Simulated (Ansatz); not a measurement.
**Single-point calculation of SnSe$_{2}$**

The run: single-point calculation of SnSe$_{2}$ (12 atoms in the cell). Method and program: DFT PBEsol, scalar-relativistic, plane waves, PAW, no spin polarisation (Ansatz 0.2.0).

The structure derives from an entry of the Crystallography Open Database. It belongs to a series of runs on one base structure; here: atom 5 (Se) moved +0.050 A towards its neighbour atom 1 (Sn) at 2.682 A. Figures and captions count atoms from 1; the log counts them from 0 in places.

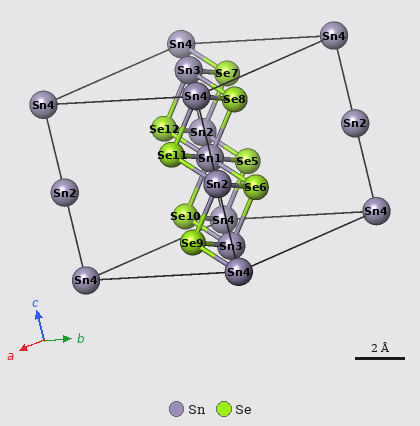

**Figure 1.** The input geometry (ball-and-stick view of the cell of the calculation, seen at an oblique angle; atoms are numbered from 1 in the order of the input). An atom can appear more than once, as a periodic image. Near neighbours in the periodic cell (some may lie outside the picture): Sn has 6 Se at 2.63 to 2.68 Å; Se has 3 Sn at 2.63 to 2.68 Å.

The input:
```yaml
crystal:
  lattice:
    - [1.9054993908, -3.3004217586, -6.137]
    - [1.9054993908, -3.3004217586, 6.137]
    - [-7.6219975631, 0.0, 0.0]
  atoms:
    - { symbol: Sn, position: [0.5, 0.5, 0.5] }
    - { symbol: Sn, position: [0.0, 0.0, 0.5] }
    - { symbol: Sn, position: [0.5, 0.5, 0.0] }
    - { symbol: Sn, position: [0.0, 0.0, 0.0] }
    - { symbol: Se, position: [0.0502100759, 0.2955500345, 0.3364400276] }
    - { symbol: Se, position: [0.5416666667, 0.7916666667, 0.3333333333] }
    - { symbol: Se, position: [0.0416666667, 0.2916666666, 0.8333333333] }
    - { symbol: Se, position: [0.5416666667, 0.7916666667, 0.8333333333] }
    - { symbol: Se, position: [0.9583333334, 0.7083333334, 0.1666666667] }
    - { symbol: Se, position: [0.4583333334, 0.2083333334, 0.1666666667] }
    - { symbol: Se, position: [0.9583333334, 0.7083333334, 0.6666666667] }
    - { symbol: Se, position: [0.4583333334, 0.2083333334, 0.6666666667] }
basis:
  ecutwfc: 420
kpoints:
  mp_grid: { grid: [6, 6, 6] }
hamiltonian:
  xc: pbesol
scf:
  occupations: { method: gaussian, width: 0.05 }
output:
  forces: true
  stress: true
  eigenvalues: true
  write_density: true
  write_potential: true
  elf: true
  volumetric_format: npy
```

Hardware: 2 threads of Arm Neoverse V2, 24 GiB of memory available, shared host.

Run as:
```bash
ansatz run input.yaml --threads 2 --pin off --max-ram 5120MiB --backend cpu --events-out ev --progress --plain --runs-dir out
```

The program's output:
```
Engine: ansatz 0.2.0, aarch64-unknown-linux-gnu
Pseudopotentials: kind: paw
Pseudopotential: Sn, paw, valence charge 14, recommended cutoff 420 eV (normal), Sn.paw.azcp
Pseudopotential: Se, paw, valence charge 16, recommended cutoff 420 eV (normal), Se.paw.azcp
Functional definition: PBEsol
  exchange = pbesol_x
  correlation = pbesol_c
Crystal: 12 atoms, lattice volume = 308.762 Å³
Basis set: ecut = 420 eV, 5991 PW (Γ), exchange–correlation on 100×100×108 points (8 copies of the dense FFT grid, shifted against one another)
Bands: 111, of which v1, the nominal top of the filled ones, is band 92 counted from 1 (91 counted from 0)
Symmetry: 1 space group operations
Space group: P1 (ITA 1), of the structure as read, at distance tolerance 6.8e-5 Å
k-points: 112 of 216 (time reversal used)
Non-local potential: Sn, projectors of the file, l = 0: 2, l = 1: 2, l = 2: 2, l = 3: 2
Non-local potential: Se, projectors of the file, l = 0: 2, l = 1: 2, l = 2: 3, l = 3: 1
PAW form: soft (Blöchl's): semilocal exchange-correlation on the pseudo side does not see the compensation charge
PAW frozen core: Sn, regenerated for the run's functional, and the local potential with it (the file was generated under x = pbe(κ = 0.804, μ = 0.2195149727645171), c = pbe(β = 0.06672455060314922))
PAW frozen core: Se, regenerated for the run's functional, and the local potential with it (the file was generated under x = pbe(κ = 0.804, μ = 0.2195149727645171), c = pbe(β = 0.06672455060314922))
PAW one-centre angular grid: Sn, 590 points (default); XC on 64 Gauss nodes
PAW one-centre angular grid: Se, 590 points (default); XC on 64 Gauss nodes
Initial density: superposition of atomic densities (neutral atoms: chi_scale 0, normalization atom), corrected by the library's trained network
Initial wavefunctions: pseudopotential atomic-orbital guess
Functional: x = pbesol(κ = 0.804, μ = 0.12345679012345678), c = pbesol(β = 0.046)
SCF iter   1: F=—  HF=-67196.756889 eV  |F-HF|=—  |Δ(HF+E_count)|=         —  Δρ=2.31e-3  dr2=1.57e-2  ethr=1.77e-3  ⟨swp⟩=5.9  Hψ=45979  notcnv=0  defer=171
preconditioner: auto → Resta (q_TF=auto, 2.503 Å⁻¹)  ε∞=2.8  [insulator: Δε(μ)=0.632 eV  Ē_g=15.997 eV  σ=0.050 eV  W_gap=1.00  n_scr=70 (ndim 8)  ℏωp=21.6 eV  f_vac=0.078  D(μ)=0.00/eV (n_scr^D=0)  ε∞_Penn≈2.8]
SCF iter   2: F=—  HF=-67196.744542 eV  |F-HF|=—  |Δ(HF+E_count)|=   1.23e-2  Δρ=1.11e-3  dr2=3.33e-3  ethr=8.52e-6  ⟨swp⟩=3.2  Hψ=24724  notcnv=0  defer=826
SCF iter   3: F=—  HF=-67196.744399 eV  |F-HF|=—  |Δ(HF+E_count)|=   1.42e-4  Δρ=3.56e-4  dr2=3.70e-4  ethr=1.81e-6  ⟨swp⟩=2.0  Hψ=16578  notcnv=0  defer=826
SCF iter   4: F=—  HF=-67196.744465 eV  |F-HF|=—  |Δ(HF+E_count)|=   6.60e-5  Δρ=1.38e-4  dr2=5.87e-5  ethr=2.01e-7  ⟨swp⟩=2.0  Hψ=16579  notcnv=0  defer=826
SCF iter   5: F=—  HF=-67196.744458 eV  |F-HF|=—  |Δ(HF+E_count)|=   7.98e-6  Δρ=2.75e-5  dr2=2.81e-6  ethr=3.19e-8  ⟨swp⟩=2.0  Hψ=14294  notcnv=0  defer=826
SCF iter   6: F=—  HF=-67196.744460 eV  |F-HF|=—  |Δ(HF+E_count)|=   2.78e-6  Δρ=1.09e-5  dr2=5.60e-7  ethr=1.53e-9  ⟨swp⟩=2.0  Hψ=20835  notcnv=0  defer=826
SCF iter   7: F=—  HF=-67196.744461 eV  |F-HF|=—  |Δ(HF+E_count)|=   7.58e-7  Δρ=5.72e-6  dr2=2.37e-7  ethr=3.04e-10  ⟨swp⟩=2.0  Hψ=21059  notcnv=0  defer=826
SCF iter   8: F=-67196.744461 eV  HF=-67196.744461 eV  |F-HF|=1.78e-8  |Δ(HF+E_count)|=   2.93e-8  Δρ=1.77e-6  dr2=1.34e-8  ethr=5.43e-11  ⟨swp⟩=14.1  Hψ=95278  notcnv=0
SCF 1 converged in 8 iterations: F = -67196.744461 eV  dr2 = 1.34e-8
  greatest PAW one-centre occupation: 1.000 electrons in one spin orbital (limit 2), on the Se atom at site 4 (counted from 0), in its partial waves of l = 2
SCF converged after 8 iterations
Free energy (F): -67196.744461 eV
Harris-Foulkes:  -67196.744461 eV  (|F-HF|=1.78e-8)
Internal energy: -67196.744461 eV  (E = F + TS)
E sigma→0 (E₀):  -67196.744461 eV
Fermi energy:    8.347822 eV
--- Per-component energies (eV) ---
  E_band       = -3456.706378
  E_kinetic    = 1706.288701
  E_local      = -24411.474337  (includes V_loc(G=0)·N_el)
  E_nonlocal   = -4858.037816
  E_hartree    = 12491.300423
  E_xc         = -2340.893017
  E_vxc        = -1170.467541  (∫ρ·V_xc dr)
  E_paw        = -31222.039239  (= ΣΔE_a)
  E_vpaw       = 294.385251  (= ΣTr[D̂ρ^β])
  E_aug_tail   = -0.004917  (compensation charges beyond the density's cutoff)
  E_ewald      = -18571.091222
  E_core_change = 9.206963  (= ΣΔE_core)
  E_smearing   = -0.000000  (= −TS)
  E_closure    = 0.000000  (closes the sum)
  Σ components = -67196.744461   (vs F -67196.744461, Δ=0.00e0)
--- Forces (eV/Å), atoms counted from 1 ---
  atom   1  Sn    -0.00169921    -0.16166808    -0.16138861
  atom   2  Sn    -0.02476180    -0.00411864    -0.03079832
  atom   3  Sn     0.00170014     0.01376478    -0.02007038
  atom   4  Sn     0.02474200    -0.00035067    -0.02883432
  atom   5  Se     0.00214326     0.24807894     0.78544290
  atom   6  Se     0.02804142    -0.03585025     0.54889781
  atom   7  Se    -0.00202097     0.00501840     0.54184275
  atom   8  Se    -0.02801135    -0.03264998     0.54705579
  atom   9  Se     0.00071118    -0.00647890    -0.52016550
  atom  10  Se     0.02920402    -0.01564756    -0.56266208
  atom  11  Se    -0.00076494    -0.00578827    -0.53855291
  atom  12  Se    -0.02928375    -0.00430957    -0.56076732
  max |Σ_I F_I| component: 2.10e-7 eV/Å
--- Stress (GPa, compression-positive) ---
        1.761186      -0.000360      -0.000117
       -0.000360       1.837568       0.144686
       -0.000117       0.144686       3.593373
  P = ⅓ Tr σ = 2.3974 GPa (23.974 kbar)
--- Band table (eV; the first three rows and the last of 112) ---
  k-point 0: bands = ["-38.8955", "-38.8948", "-38.8708", "-38.8707", "-38.8697", "-38.8696", "-38.8686", "-38.8684", "-38.8682", "-38.8680", "-38.8659", "-38.8659", "-38.8600", "-38.8536", "-38.8471", "-38.8468", "-38.8466", "-38.8464", "-38.8414", "-38.8372", "-38.8371", "-38.8366", "-38.8351", "-38.8347", "-38.8345", "-38.8343", "-38.8333", "-38.8325", "-38.8319", "-38.8238", "-38.8222", "-38.8209", "-38.8206", "-38.8188", "-38.8130", "-38.8129", "-38.8115", "-38.8113", "-38.7985", "-38.7984", "-13.2597", "-13.2538", "-13.2509", "-13.1928", "-13.1926", "-13.1724", "-13.1707", "-13.1701", "-13.1616", "-13.1612", "-13.1590", "-13.1512", "-13.1365", "-13.1356", "-13.1179", "-13.1135", "-13.1129", "-13.1106", "-13.1097", "-13.1075", "-6.0311", "-4.3619", "-4.2797", "-4.2530", "-4.2403", "-3.8865", "-3.8713", "-3.8068", "0.5774", "0.6079", "0.7404", "1.8684", "3.0176", "3.0300", "3.4764", "5.0557", "5.2984", "5.4651", "5.4785", "5.9657", "5.9833", "6.7430", "7.1254", "7.1386", "7.2705", "7.2893", "7.2983", "7.3169", "7.6037", "7.6082", "7.6885", "7.9820", "8.7804", "8.8122", "8.9908", "9.0986", "10.8411", "11.6835", "12.1314", "12.1669", "12.5625", "12.5989", "12.7365", "12.7619", "13.3318", "13.4178", "13.7284", "13.7406", "14.2864", "14.2999", "15.1851"]
  k-point 1: bands = ["-38.8955", "-38.8948", "-38.8708", "-38.8707", "-38.8697", "-38.8696", "-38.8686", "-38.8684", "-38.8682", "-38.8681", "-38.8659", "-38.8659", "-38.8600", "-38.8536", "-38.8471", "-38.8468", "-38.8466", "-38.8464", "-38.8414", "-38.8372", "-38.8371", "-38.8366", "-38.8351", "-38.8347", "-38.8345", "-38.8343", "-38.8333", "-38.8325", "-38.8319", "-38.8238", "-38.8222", "-38.8209", "-38.8206", "-38.8188", "-38.8130", "-38.8129", "-38.8115", "-38.8113", "-38.7985", "-38.7984", "-13.2551", "-13.2492", "-13.2466", "-13.1964", "-13.1903", "-13.1752", "-13.1738", "-13.1714", "-13.1599", "-13.1588", "-13.1571", "-13.1492", "-13.1381", "-13.1352", "-13.1206", "-13.1163", "-13.1138", "-13.1125", "-13.1113", "-13.1098", "-5.9610", "-4.5888", "-4.3031", "-4.2762", "-4.1986", "-3.8621", "-3.8508", "-3.7518", "0.6320", "0.6636", "0.9203", "1.8843", "3.1225", "3.1363", "3.5921", "4.9964", "5.0717", "5.0941", "5.3810", "5.7508", "5.7712", "6.4564", "6.9571", "6.9729", "7.2304", "7.2955", "7.3009", "7.3200", "7.3361", "7.7137", "7.7838", "8.0078", "9.0837", "9.1077", "9.1906", "9.6365", "11.2969", "11.7489", "12.3184", "12.3477", "12.3780", "12.7366", "12.9635", "12.9934", "13.4230", "13.4410", "13.7682", "13.7872", "14.1494", "14.1678", "15.0387"]
  k-point 2: bands = ["-38.8955", "-38.8948", "-38.8708", "-38.8707", "-38.8697", "-38.8695", "-38.8686", "-38.8684", "-38.8683", "-38.8681", "-38.8659", "-38.8659", "-38.8600", "-38.8536", "-38.8470", "-38.8468", "-38.8467", "-38.8464", "-38.8414", "-38.8372", "-38.8371", "-38.8366", "-38.8351", "-38.8347", "-38.8345", "-38.8343", "-38.8333", "-38.8325", "-38.8319", "-38.8238", "-38.8222", "-38.8209", "-38.8206", "-38.8188", "-38.8130", "-38.8129", "-38.8115", "-38.8113", "-38.7985", "-38.7984", "-13.2435", "-13.2378", "-13.2355", "-13.2070", "-13.1865", "-13.1834", "-13.1814", "-13.1726", "-13.1558", "-13.1524", "-13.1514", "-13.1459", "-13.1402", "-13.1331", "-13.1282", "-13.1241", "-13.1206", "-13.1186", "-13.1129", "-13.1106", "-5.7547", "-5.0122", "-4.3455", "-4.3171", "-4.0738", "-3.8234", "-3.8163", "-3.7722", "0.7531", "0.7870", "1.3571", "1.8918", "3.3860", "3.4009", "3.8696", "4.4848", "4.5094", "5.1004", "5.2696", "5.3046", "5.3291", "5.6184", "6.4114", "6.4640", "7.2867", "7.3023", "7.4136", "7.4846", "7.4990", "7.7832", "7.8860", "7.9502", "9.4557", "9.8208", "9.8442", "10.2599", "11.5909", "11.8815", "12.5629", "12.5923", "12.7457", "13.0728", "13.3769", "13.4103", "13.4576", "13.6263", "13.6583", "13.6987", "14.6171", "14.6211", "14.6507"]
  k-point 111: bands = ["-38.8955", "-38.8948", "-38.8708", "-38.8707", "-38.8697", "-38.8695", "-38.8686", "-38.8684", "-38.8683", "-38.8681", "-38.8659", "-38.8659", "-38.8600", "-38.8536", "-38.8470", "-38.8468", "-38.8467", "-38.8464", "-38.8414", "-38.8372", "-38.8371", "-38.8366", "-38.8351", "-38.8347", "-38.8345", "-38.8343", "-38.8333", "-38.8325", "-38.8319", "-38.8238", "-38.8222", "-38.8209", "-38.8206", "-38.8188", "-38.8130", "-38.8129", "-38.8115", "-38.8113", "-38.7985", "-38.7984", "-13.2347", "-13.2294", "-13.2222", "-13.2219", "-13.1916", "-13.1893", "-13.1788", "-13.1746", "-13.1514", "-13.1495", "-13.1468", "-13.1459", "-13.1364", "-13.1352", "-13.1294", "-13.1285", "-13.1269", "-13.1256", "-13.1130", "-13.1108", "-5.2810", "-5.2478", "-4.4752", "-4.4461", "-4.1897", "-4.1810", "-3.6880", "-3.6827", "0.8038", "0.8387", "1.9746", "1.9927", "3.8986", "3.9161", "4.3757", "4.3899", "4.5633", "4.5785", "5.4711", "5.5003", "6.0858", "6.0975", "6.1192", "6.1626", "6.2191", "6.2332", "6.5473", "6.5587", "7.1666", "7.1920", "7.5678", "7.5788", "9.6146", "9.6383", "9.6442", "9.6657", "12.3992", "12.4185", "13.6342", "13.6509", "13.6930", "13.7342", "13.7619", "13.7923", "14.1701", "14.2170", "14.3554", "14.4090", "14.6582", "14.6871", "14.6924"]
```

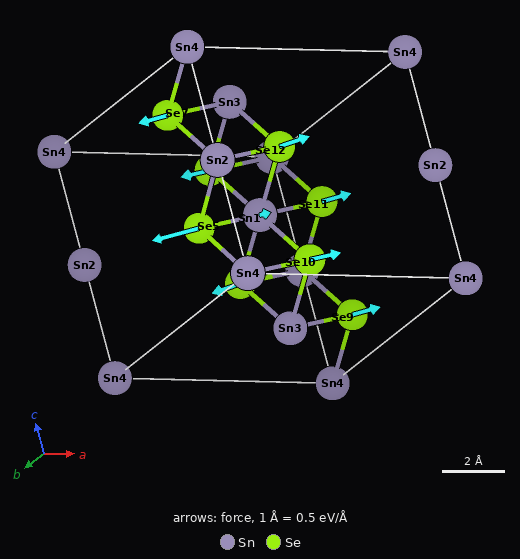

**Figure 2.** Forces on the atoms as teal arrows (ball-and-stick view of the cell of the calculation, seen at an oblique angle; atoms are numbered from 1 in the order of the input); the smallest are left out. The largest act on Se5 (0.82 eV/Å); Se10, Se12 (0.56 eV/Å); Se6, Se8 (0.55 eV/Å); Se7, Se11 (0.54 eV/Å), among others. The geometry is not a stationary point of this energy.

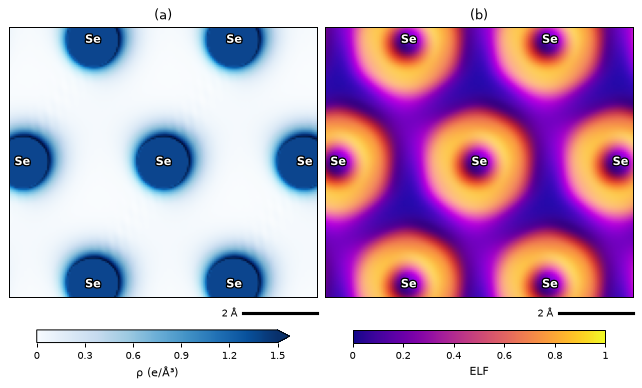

**Figure 3.** (a) valence pseudo-density; (b) electron localisation function on the (11̄0) plane of the conventional cell. The section cuts through Se sites. Away from the nuclei the density in this plane falls to 0.03 e/Å³ at its lowest. Core electrons are frozen (PAW), so the fields are smoothed inside the atomic spheres.

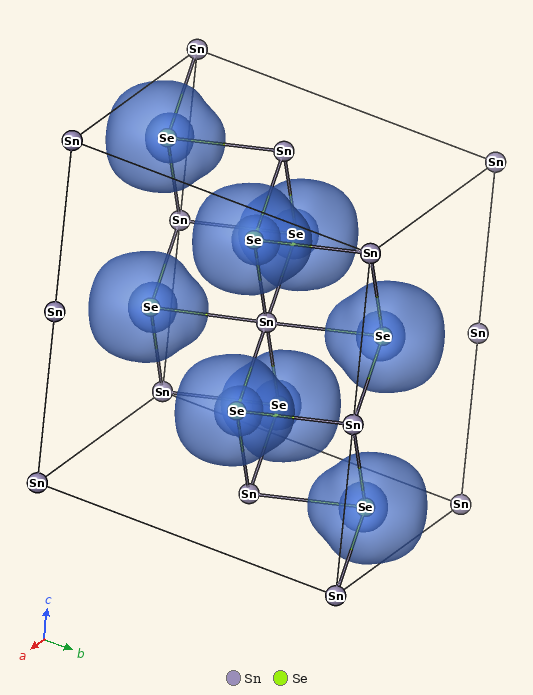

**Figure 4.** Isosurface of the ELF at 0.65 (blue), seen slightly off an axis. Only the valence region is drawn (cores and ρ < 0.01 e/Å³ removed). Sticks mark near contacts. The outline is the cell set on symmetry axes. Profiles from the grid: Sn–Se (2.63 Å): the ELF is about 0.60 at the midpoint. Sn–Se (2.68 Å): the ELF is about 0.60 at the midpoint.

Key numbers:

```csv
quantity,value
outcome,converged
space group (tolerance 0.01 Å),P1 (1)
electrons treated,184
free energy,−67196.7445 eV
Fermi energy,8.348 eV
gap on the k-point mesh,0.63 eV
pressure,2.40 GPa
largest force (length of the vector),0.824 eV/Å
wall time,4.1 min (CPU time 8.2 min)
peak memory,2.4 GiB
```
